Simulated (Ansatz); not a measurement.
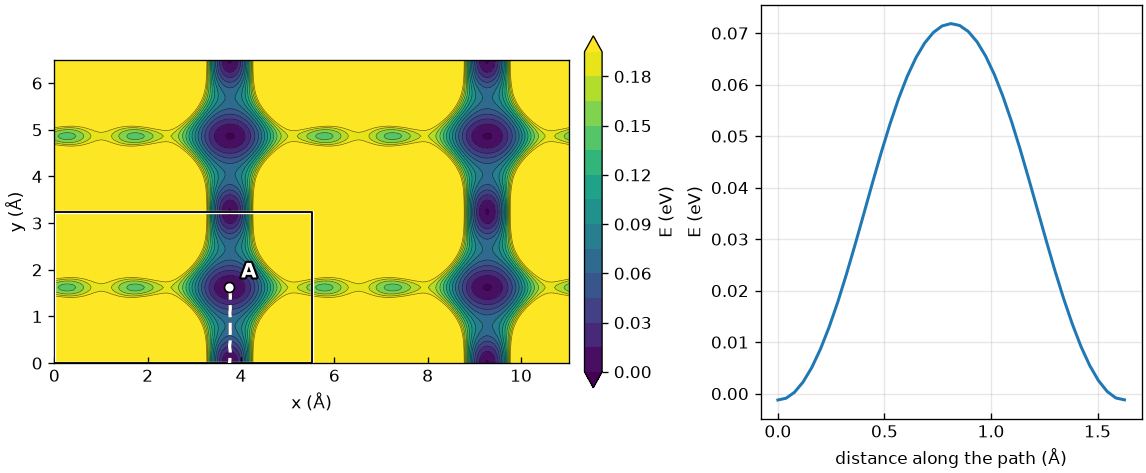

ZnO (P4_2/mnm phase) with one H guest (9 atoms in the cell). A guest moved over a lattice plane through the rigid host; the plane is (1 0 0) of the conventional cell, half-way across the widest gap between atomic layers, origin above O5. Places are given modulo a cell vector. The map is drawn in real space over the plane of the scan. Nothing is relaxed (host rigid, guest held in the plane). The scan uses a 10 × 10 grid; 60 points were computed and 40 follow by symmetry. All energies are given in eV per cell relative to the lowest grid point. Method: DFT PBEsol, scalar-relativistic, plane waves, PAW in Ansatz. Settings: cutoff 420 eV, k-mesh 4×4×8, gaussian smearing 0.05 eV, no spin polarisation.

Drawn: filled contours, a line along the lowest path, the outline of one cell of the 2 × 2 shown, one colour for all values above the top of the scale, the energy along the path at the right, the start A. Between grid points the surface is interpolated.

> Describe the path and its barrier.

The easiest path leads from the well at about (0.68, 0.50) of the cell vectors to a well of about the same depth at about (0.68, 0.00) of the cell vectors. Its highest point lies about 0.073 eV above the bottom of the first well on the interpolated surface, at about (0.68, 0.25) of the cell vectors. This is the barrier on the constrained surface; relaxing the other coordinates would change it. Long-range motion along the hardest cell direction needs about 0.19 eV, so the motion is anisotropic.

PAW datasets: the set soft_1.
